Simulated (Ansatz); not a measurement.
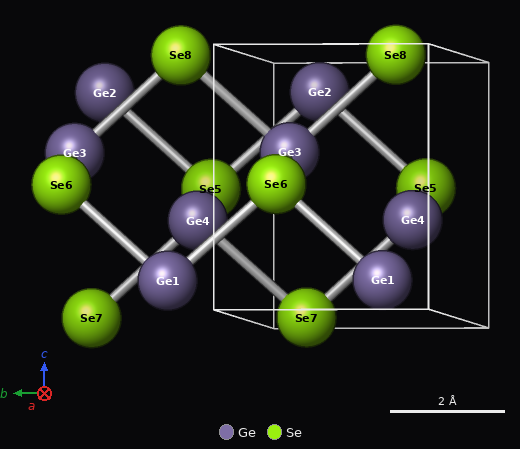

The starting point is a crystal of GeSe (built on the database structure type) at its r2SCAN-relaxed geometry. Style: ball-and-stick. Shown: the cell of the calculation, repeated 1 × 2 × 1 with one cell outlined, from a free direction.

Computed with Ansatz 0.2.0, DFT, PBE, plane waves, PAW. Settings: plane-wave cutoff 420 eV; k-point mesh 2 × 6 × 6; occupations fermi dirac; smearing width 0.02 eV; no spin polarisation.

Change: The cell is strained by −1.0 % along c and none across it (volume −1.0 %). The atoms were relaxed with r2SCAN under that strain, and this is a single point on that geometry.

> Predict the response.

The energy changes by less than 1 meV per atom. The pressure goes from 1.4 to 1.6 GPa. The principal stresses (compression positive) are 2.0 GPa along b and 1.5 GPa across it. The largest forces, 0.28 eV/Å, act on Ge1, Ge2, Ge3 and Ge4; on Ge3 it points along [1 0 −2]. The space group stays Pnma (No. 62).

Limits of the set-up: layers or molecules are held without a dispersion correction, so their spacing is unreliable.
